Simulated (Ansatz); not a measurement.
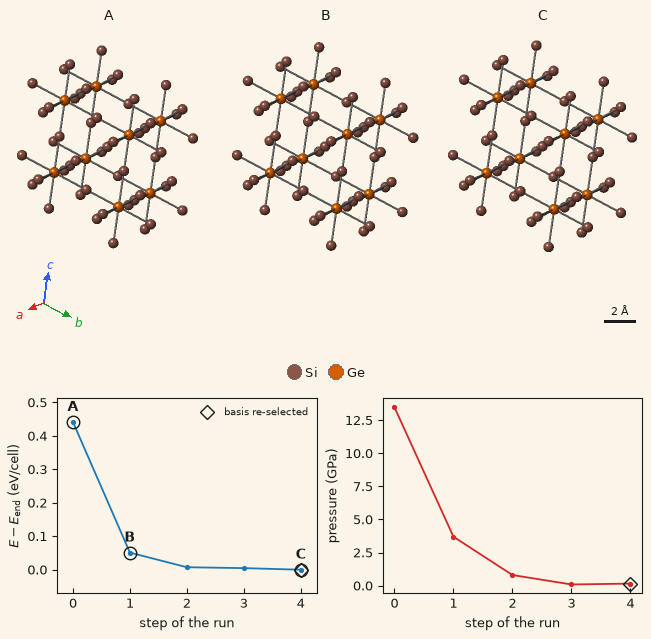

Frames of a relaxation of a crystal of Si4Ge (a generated structure, set up in Im-3m) (coarse preliminary run), marked on the history of the run. Style: ball-and-stick. Shown: the cell of the calculation, slightly off an axis.

Level of theory: DFT PBE, scalar-relativistic, plane waves, PAW (Ansatz 0.2.0). (plane-wave cutoff 420 eV; k-point mesh 4 × 4 × 4; occupations gaussian; smearing width 0.1 eV; no spin polarisation; cell and atoms relaxed; force threshold 0.04 eV/Å; at most 70 steps)

What happens along the run?

Answer. After 3 accepted moves (4 points after the start) the energy has fallen by 0.441 eV per cell of the calculation. All forces vanish by symmetry, so only the cell relaxes. Pressure: 13.48 GPa at the start and 0.16 GPa at the end. At 1 point the geometry stayed and the basis and grid were re-selected for the new cell (energy shift of 4.7 meV per cell of the calculation at most each time). No atom moves by more than 0.005 Å relative to the cell. The drawn cell changes as follows: a = b = c 4.736 → 4.957 Å (+4.7 %); the volume changes by +14.6 %. Among the contacts that change: Ge–Si 2.368 → 2.479 Å. The space group stays Im-3m (No. 229). From step 0 to 1: volume +9.3 %, energy −0.390 eV per cell of the calculation. From step 1 to 4: volume +4.9 %, energy −51.1 meV per cell of the calculation.

```json
{"step": "0", "E − E(0), meV/atom": "0.00", "pressure, GPa": "13.48", "volume, Å³/atom": "16.358", "note": ""}
{"step": "1", "E − E(0), meV/atom": "-78.06", "pressure, GPa": "3.70", "volume, Å³/atom": "17.886", "note": ""}
{"step": "2", "E − E(0), meV/atom": "-86.80", "pressure, GPa": "0.80", "volume, Å³/atom": "18.541", "note": ""}
{"step": "3", "E − E(0), meV/atom": "-87.34", "pressure, GPa": "0.09", "volume, Å³/atom": "18.754", "note": ""}
{"step": "4", "E − E(0), meV/atom": "-88.28", "pressure, GPa": "0.16", "volume, Å³/atom": "18.754", "note": "same geometry, new basis"}
```
